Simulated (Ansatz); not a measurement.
# Run report: AlN (charge +10), single-point calculation

The run: single-point calculation of AlN (P6₃mc, 4 atoms in the cell, total charge +10). Method and program: DFT, PBE, plane waves, PAW, no spin polarisation (Ansatz 0.2.0).

The structure derives from a Materials Project entry. Some settings of this run were made unusual or wrong on purpose. Figures and captions count atoms from 1; the log counts them from 0 in places.

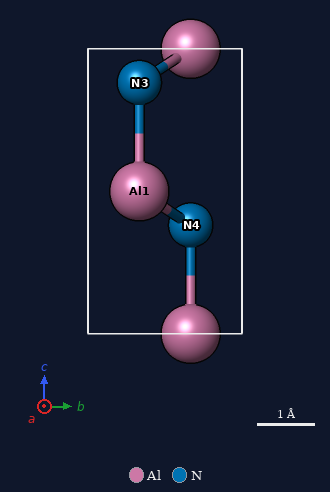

Fig. 1: The structure as given in the input (ball-and-stick view of the cell of the calculation, along the a axis; atoms are numbered from 1 in the order of the input). An atom can appear more than once, as a periodic image. Near neighbours in the periodic cell (some may lie outside the picture): Al has 4 N at 1.90 to 1.91 Å; N has 4 Al at 1.90 to 1.91 Å.

### The input
```yaml
crystal:
  lattice:
    - [3.1302084199, 0.0, 0.0]
    - [-1.56510421, 2.7108400108, 0.0]
    - [0.0, 0.0, 5.0180433219]
  atoms:
    - { symbol: Al, position: [0.6666666667, 0.3333333333, 0.4992342259] }
    - { symbol: Al, position: [0.3333333333, 0.6666666667, 0.9992342259] }
    - { symbol: "N", position: [0.6666666667, 0.3333333333, 0.8807657741] }
    - { symbol: "N", position: [0.3333333333, 0.6666666667, 0.3807657741] }
basis:
  ecutwfc: 420
kpoints:
  mp_grid: { grid: [12, 12, 6] }
hamiltonian:
  xc: pbe
scf:
  occupations: { method: gaussian, width: 0.02 }
  max_iter: 100
output:
  forces: true
  eigenvalues: true
  stress: true
total_charge: 10
```

Run on 4 threads of Arm Neoverse V1, 24 GiB of memory available, shared host.

Launch command:
```bash
ansatz run input.yaml --threads 4 --pin off --max-ram 10240MiB --backend cpu --events-out ev --progress --plain --runs-dir out
```

### Output
```
Engine: ansatz 0.2.0, aarch64-unknown-linux-gnu
Pseudopotentials: kind: paw
Pseudopotential: Al, paw, valence charge 3, recommended cutoff 420 eV (normal), Al.paw.azcp
Pseudopotential: N, paw, valence charge 5, recommended cutoff 420 eV (normal), N.paw.azcp
Functional definition: PBE
  parameter kappa = 0.804
  parameter beta = 0.06672455060314922
  exchange = pbe_x(kappa = kappa, mu = beta*pi^2/3)
  correlation = pbe_c(beta = beta)
Crystal: 4 atoms, lattice volume = 42.581 Å³
Basis set: ecut = 420 eV, 833 PW (Γ), exchange–correlation on 48×48×72 points (8 copies of the dense FFT grid, shifted against one another)
Bands: 7, of which v1, the nominal top of the filled ones, is band 3 counted from 1 (2 counted from 0)
Symmetry: 12 space group operations
Space group: P63mc (ITA 186), of the structure as read, at distance tolerance 3.5e-5 Å
k-points: 76 of 864 (time reversal used)
Non-local potential: Al, projectors of the file, l = 0: 2, l = 1: 2, l = 2: 1
Non-local potential: N, projectors of the file, l = 0: 2, l = 1: 2, l = 2: 1
PAW form: soft (Blöchl's): semilocal exchange-correlation on the pseudo side does not see the compensation charge
PAW one-centre angular grid: Al, 110 points (default); XC on 64 Gauss nodes
PAW one-centre angular grid: N, 110 points (default); XC on 64 Gauss nodes
Initial density: superposition of atomic densities (neutral atoms scaled as one to the charged cell's electrons: chi_scale 0, normalization atom), corrected by the library's trained network
Initial wavefunctions: pseudopotential atomic-orbital guess
Functional: x = pbe(κ = 0.804, μ = 0.2195149727645171), c = pbe(β = 0.06672455060314922)
SCF iter   1: F=—  HF=-1873.916778 eV  |F-HF|=—  |Δ(HF+E_count)|=         —  Δρ=1.97e-1  dr2=1.35e1  ethr=1.77e-3  ⟨swp⟩=6.1  Hψ=4625  notcnv=0
preconditioner: auto → none  [metal: Δε(μ)=0.002 eV  Ē_g=6.446 eV  σ=0.020 eV  W_gap=0.07  n_scr=2 (ndim 8)  ℏωp=13.9 eV  f_vac=0.000  D(μ)=19.12/eV (n_scr^D=536)  sad-step TF]
SCF iter   2: F=—  HF=-1875.616713 eV  |F-HF|=—  |Δ(HF+E_count)|=    1.70e0  Δρ=1.21e-1  dr2=5.45e0  ethr=1.77e-3  ⟨swp⟩=3.0  Hψ=1939  notcnv=0  defer=5
SCF iter   3: F=—  HF=-1874.135865 eV  |F-HF|=—  |Δ(HF+E_count)|=    1.48e0  Δρ=4.12e-2  dr2=3.25e-1  ethr=1.77e-3  ⟨swp⟩=3.9  Hψ=1784  notcnv=0  defer=5
SCF iter   4: F=—  HF=-1874.031590 eV  |F-HF|=—  |Δ(HF+E_count)|=   1.04e-1  Δρ=3.32e-3  dr2=1.98e-3  ethr=1.77e-3  ⟨swp⟩=2.1  Hψ=1059  notcnv=0  defer=5
SCF iter   5: F=—  HF=-1874.031445 eV  |F-HF|=—  |Δ(HF+E_count)|=   1.45e-4  Δρ=2.32e-4  dr2=1.87e-5  ethr=3.29e-5  ⟨swp⟩=2.3  Hψ=849  notcnv=0  defer=5
SCF iter   6: F=—  HF=-1874.030913 eV  |F-HF|=—  |Δ(HF+E_count)|=   5.32e-4  Δρ=1.39e-4  dr2=3.01e-6  ethr=3.12e-7  ⟨swp⟩=2.0  Hψ=799  notcnv=0  defer=5
SCF iter   7: F=—  HF=-1874.030913 eV  |F-HF|=—  |Δ(HF+E_count)|=   5.57e-7  Δρ=3.84e-5  dr2=2.50e-7  ethr=5.01e-8  ⟨swp⟩=1.7  Hψ=688  notcnv=0  defer=5
SCF iter   8: F=-1874.030913 eV  HF=-1874.030913 eV  |F-HF|=2.84e-9  |Δ(HF+E_count)|=   7.83e-8  Δρ=6.20e-6  dr2=6.18e-9  ethr=1.67e-9  ⟨swp⟩=6.9  Hψ=3699  notcnv=0
SCF 1 converged in 8 iterations: F = -1874.030913 eV  dr2 = 6.18e-9
  greatest PAW one-centre occupation: 0.884 electrons in one spin orbital (limit 2), on the N atom at site 3 (counted from 0), in its partial waves of l = 0
SCF converged after 8 iterations
Free energy (F): -1874.030913 eV
Harris-Foulkes:  -1874.030913 eV  (|F-HF|=2.84e-9)
Internal energy: -1874.029003 eV  (E = F + TS)
E sigma→0 (E₀):  -1874.029958 eV
Entropy (-TS):   -0.001910 eV (-0.477 meV/atom)
Fermi energy:    -3.245691 eV
--- Per-component energies (eV) ---
  E_band       = -63.478738
  E_kinetic    = 139.748524
  E_local      = -300.427506  (includes V_loc(G=0)·N_el)
  E_nonlocal   = 84.482437
  E_hartree    = 59.006122
  E_xc         = -103.590403
  E_vxc        = -85.995006  (∫ρ·V_xc dr)
  E_paw        = -1165.197142  (= ΣΔE_a)
  E_vpaw       = -19.298794  (= ΣTr[D̂ρ^β])
  E_aug_tail   = 0.000041  (compensation charges beyond the density's cutoff)
  E_ewald      = -588.051075
  E_smearing   = -0.001910  (= −TS)
  E_closure    = -0.000000  (closes the sum)
  E_deformation_potential = 168.504923  (in the stress; not in F)
  Σ components = -1874.030913   (vs F -1874.030913, Δ=0.00e0)
--- Forces (eV/Å), atoms counted from 1 ---
  atom   1  Al    -0.00000000     0.00000000     0.07439736
  atom   2  Al     0.00000000    -0.00000000     0.07439736
  atom   3  N      0.00000000    -0.00000000    -0.07430502
  atom   4  N     -0.00000000     0.00000000    -0.07430502
  max |Σ_I F_I| component: 1.85e-4 eV/Å
--- Stress (GPa, compression-positive) ---
      277.293907       0.000000       0.000000
        0.000000     277.293907      -0.000000
        0.000000       0.000000     280.332148
  P = ⅓ Tr σ = 278.3067 GPa (2783.067 kbar)
--- Band table (eV; the first three rows and the last of 76) ---
  k-point 0: bands = ["-14.6968", "-14.1564", "-3.5474", "-2.4639", "-2.4639", "-2.2951", "-2.2951"]
  k-point 1: bands = ["-14.6629", "-14.1952", "-3.4615", "-2.4532", "-2.4532", "-2.3143", "-2.3057"]
  k-point 2: bands = ["-14.5689", "-14.2992", "-3.2251", "-2.5659", "-2.4216", "-2.4216", "-2.3369"]
  k-point 75: bands = ["-14.0740", "-14.0740", "-3.3214", "-3.3214", "-2.9586", "-2.9586", "-2.4313"]
```

### Outcome

- outcome: converged
- space group (tolerance 0.01 Å): P6₃mc (186)
- electrons treated: 6
- free energy: −1874.0309 eV
- Fermi energy: −3.246 eV
- gap on the k-point mesh: none (metallic)
- pressure: 278.31 GPa
- largest force (length of the vector): 0.074 eV/Å
- wall time: 1.3 s (CPU time 4.3 s)
- peak memory: 0.34 GiB

### What went wrong

A setting was made wrong on purpose: a charge that the system can't hold (`total_charge`). The cell cannot bind or give up so many electrons; the background charge dominates. The run converged all the same; its numbers are those of the faulty input and shouldn't be used. The cell is charged and computed with a neutralising background, so its energy and pressure depend on the cell and aren't those of a real crystal.
